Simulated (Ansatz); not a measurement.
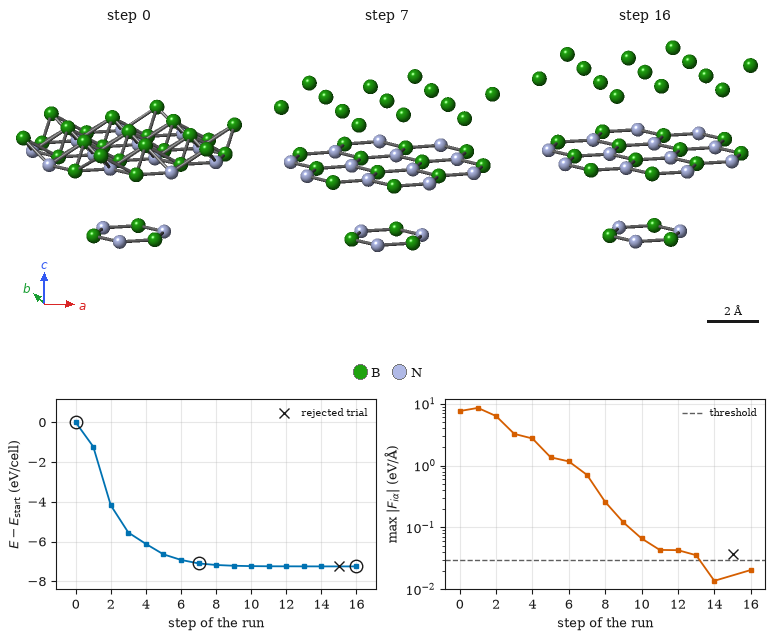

Frames of a constrained relaxation of a slab of composition B6N5 (cut from the P6_3/mmc phase), marked on the history of the run. A ball-and-stick model of the atoms within 5.0 Å of the atom that moves most (axes of the 2 × 3 repeat of the cell, outlined in the plane, without the vacuum), seen slightly off an axis.

Case: B put at a hollow B-N site. The slab is the (0 0 1) face of BN with B on it. 4 atoms are held fixed.

All numbers below come from Ansatz 0.2.0, DFT PBE+D3(BJ), scalar-relativistic, plane waves, PAW. Set-up: plane-wave cutoff 420 eV; k-point mesh 12 × 12 × 1; occupations gaussian; smearing width 0.05 eV; collinear spin; dipole correction; atoms relaxed in a fixed cell; force threshold 0.03 eV/Å; at most 70 steps.

Q: What happens along the run?

A: Over 15 accepted moves (16 points after the start) the energy falls by 7.248 eV per cell of the calculation. Largest force component: 7.6 eV/Å at the start, 0.02 eV/Å at the end. The line search rejected the trial step at point 15 of the run. The atom that moves furthest is a B atom (2.42 Å along the normal (+c)). By element the largest moves are B 2.42 Å, N 0.03 Å. The cell stays as it was. Near-neighbour distances that change, for instance: B–N 1.683 → 3.557 Å, B–B 1.683 → 3.554 Å. Bonds break: B–B (1.68 → 3.55 Å), B–N (1.68 → 3.56 Å). The program noted that the starting moments weren't kept. From step 0 to 7: a B atom moves most (1.25 Å), energy −7.098 eV per cell of the calculation. From step 7 to 16: a B atom moves most (1.17 Å), energy −0.151 eV per cell of the calculation.

```json
{"step": "0", "E − E(0), meV/atom": "0.00", "largest force component, eV/Å": "7.6009", "note": ""}
{"step": "1", "E − E(0), meV/atom": "-111.19", "largest force component, eV/Å": "8.5497", "note": ""}
{"step": "2", "E − E(0), meV/atom": "-379.56", "largest force component, eV/Å": "6.3128", "note": ""}
{"step": "3", "E − E(0), meV/atom": "-504.06", "largest force component, eV/Å": "3.2498", "note": ""}
{"step": "4", "E − E(0), meV/atom": "-555.96", "largest force component, eV/Å": "2.7373", "note": ""}
{"step": "5", "E − E(0), meV/atom": "-603.66", "largest force component, eV/Å": "1.3590", "note": ""}
{"step": "6", "E − E(0), meV/atom": "-629.18", "largest force component, eV/Å": "1.1664", "note": ""}
{"step": "7", "E − E(0), meV/atom": "-645.24", "largest force component, eV/Å": "0.7055", "note": ""}
{"step": "8", "E − E(0), meV/atom": "-652.36", "largest force component, eV/Å": "0.2581", "note": ""}
{"step": "9", "E − E(0), meV/atom": "-655.90", "largest force component, eV/Å": "0.1206", "note": ""}
{"step": "10", "E − E(0), meV/atom": "-657.59", "largest force component, eV/Å": "0.0663", "note": ""}
{"step": "11", "E − E(0), meV/atom": "-658.33", "largest force component, eV/Å": "0.0433", "note": ""}
{"step": "12", "E − E(0), meV/atom": "-658.55", "largest force component, eV/Å": "0.0429", "note": ""}
{"step": "13", "E − E(0), meV/atom": "-658.71", "largest force component, eV/Å": "0.0355", "note": ""}
{"step": "14", "E − E(0), meV/atom": "-658.88", "largest force component, eV/Å": "0.0137", "note": ""}
{"step": "15", "E − E(0), meV/atom": "-658.78", "largest force component, eV/Å": "0.0374", "note": "rejected"}
{"step": "16", "E − E(0), meV/atom": "-658.93", "largest force component, eV/Å": "0.0205", "note": ""}
```

Limits of the set-up: the periodic images lie only 2.5 Å apart, so the values are limited by the cell's size.
